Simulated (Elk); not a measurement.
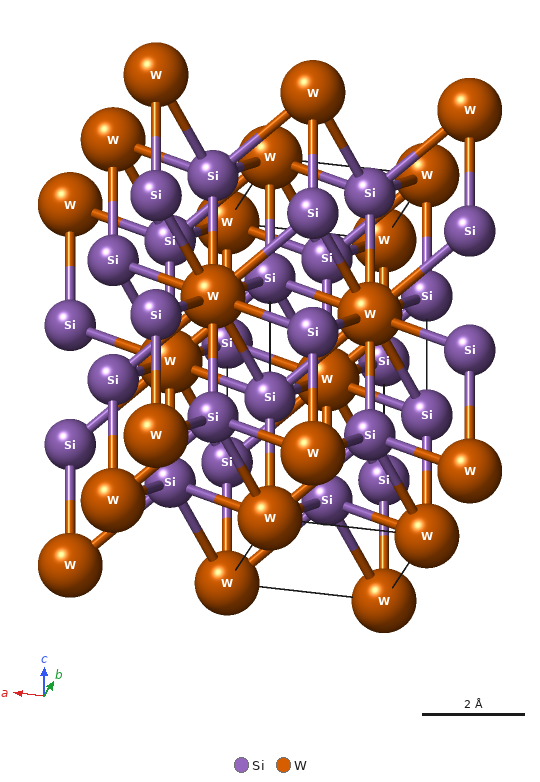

**Figure 1.** The structure as given in the input (ball-and-stick view of the cell 2 times as large as that of the calculation, set on its symmetry axes, repeated 2 × 2 × 1, seen at an oblique angle).

## Run report: WSi2, single-point calculation

WSi2 (I4/mmm, 3 atoms in the cell), computed with DFT, LDA (Perdew-Wang), all-electron APW+lo, Dirac cores, scalar-relativistic bands; ground state (Elk 11.2.3 (patched build)).

The structure derives from an entry of the Crystallography Open Database. The run did not end well.

## Input (elk.in)
```
tasks
  0

xctype
  3

rgkmax
  7.5

gmaxvr
  14.0

lmaxapw
  9

lmaxo
  7

lmaxi
  2

nrmtscf
  1.5

lradstp
  4

nempty
  5

epspot
  1e-06

epsengy
  0.0001

maxscl
  80

swidth
  0.001

sppath
  './'

avec
  -3.03660090966 3.03660090966 7.39818329160
  3.03660090966 -3.03660090966 7.39818329160
  3.03660090966 3.03660090966 -7.39818329160

atoms
  3
  'Si.in'
  2
  0.334700000000 0.334700000000 0.000000000000   0.000 0.000 0.000
  0.665300000000 0.665300000000 0.000000000000   0.000 0.000 0.000
  'W.in'
  1
  0.000000000000 0.000000000000 0.000000000000   0.000 0.000 0.000

ngridk
  10 10 10
```

Launched with:
```bash
OMP_NUM_THREADS=2 elk
```

## Standard output
```
At line 872 of file readinput.f90
Fortran runtime error: End of file

Error termination. Backtrace:
#0  0x5e9f3951d5e7 in list_formatted_read_scalar
	at ../../../libgfortran/io/list_read.c:2554
#1  0x5e9f35664b77 in ???
#2  0x5e9f35600b13 in ???
#3  0x5e9f355f1163 in do_tunable_update_val
	at [file]
#4  0x5e9f3976609b in ???
#5  0x5e9f3976617b in ???
#6  0x5e9f355f11af in do_tunable_update_val
	at [file]
#7  0xffffffffffffffff in ???

┌─────────────────────────────────┐
│ Elk code version 11.2.3 started │
└─────────────────────────────────┘
```

## What the run reported

- outcome: ended with an error
- space group (tolerance 0.01 Å): I4/mmm (139)
- hardware: 2 threads of Arm Neoverse N1, 54 GiB of memory available, shared host
- peak memory: 0.05 GiB

## What went wrong

Some settings of this run were drawn to be unusual or wrong. The run ended with an error.
